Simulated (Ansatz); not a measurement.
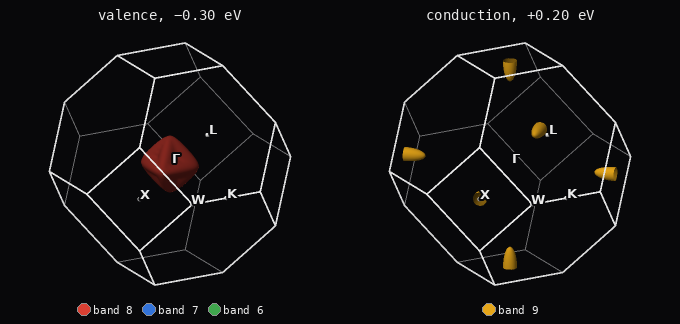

YN in space group Fm-3m: constant-energy surfaces at both band edges (energies from each edge).

The calculation used DFT PBE, scalar-relativistic, plane waves, PAW; levels and slopes on a dense k mesh at the converged density (Ansatz 0.2.0). No spin polarisation. The levels come from a k mesh of 34×34×34 points. Cell and positions as given, without relaxation.

Masses come from a second pass at points close to the extrema; at the energies drawn a band may no longer be parabolic.

### What kind of gap has this crystal, and what size does the calculation give?

The gap is indirect, 0.18 eV at this level of theory, which underestimates gaps and can reorder valleys that lie close.

### Give the valleys and their effective masses.

Valence band (extrema up to 0.30 eV from the edge): one maximum at Γ, three bands meeting there, with masses of 0.17 and 1.02 mₑ among them, each the same along x, y and z. Band 8 forms the valence edge; band 7 meets it there and band 6 meets it there.
Conduction band (extrema up to 0.20 eV from the edge): three equivalent minima at X, principal masses 0.10, 0.10 and 1.29 mₑ. Band 9 forms the conduction edge.

Where one band's surface lies inside another's, the outer one hides all or part of it.

Spin-orbit coupling, left out here, can change the gap, its kind, the place of the band edges and the masses, since the compound holds Y.
